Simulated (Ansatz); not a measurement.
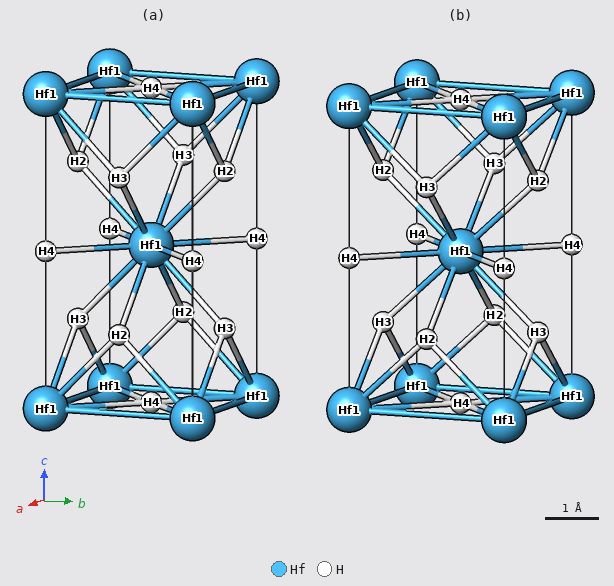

Left: a symmetric starting cell of HfH3. Right: the same structure after one change, at the same scale. A ball-and-stick model of the conventional cell (2 times the calculation's cell), seen slightly off an axis. Lengths and directions refer to the drawn axes.

All numbers below come from DFT PBEsol, scalar-relativistic, plane waves, PAW in Ansatz 0.2.0. Settings: plane-wave cutoff 420 eV; k-point mesh 20 × 20 × 20; occupations gaussian; smearing width 0.1 eV; no spin polarisation.

### Which change leads from the left to the right?

The cell is strained by −3.5 % along c and +5.5 % across it (volume +7.5 %), the atoms keeping their fractional coordinates. No relaxation follows. The starting cell wasn't computed here and needn't be at equilibrium, so pressure and forces aren't due to the change alone.

### How do the computed properties respond?

The pressure is −14.4 GPa (not all of it need come from the change, since the unchanged cell can be under pressure at this level too). The principal stresses (compression positive) are −7.1 GPa along c and −18.1 GPa across it. All forces vanish by symmetry. Among the bonded contacts that change: Hf–Hf 3.053 → 3.222 Å, H–Hf 2.154 → 2.177 to 2.278 Å. The space group stays I4/mmm (No. 139).
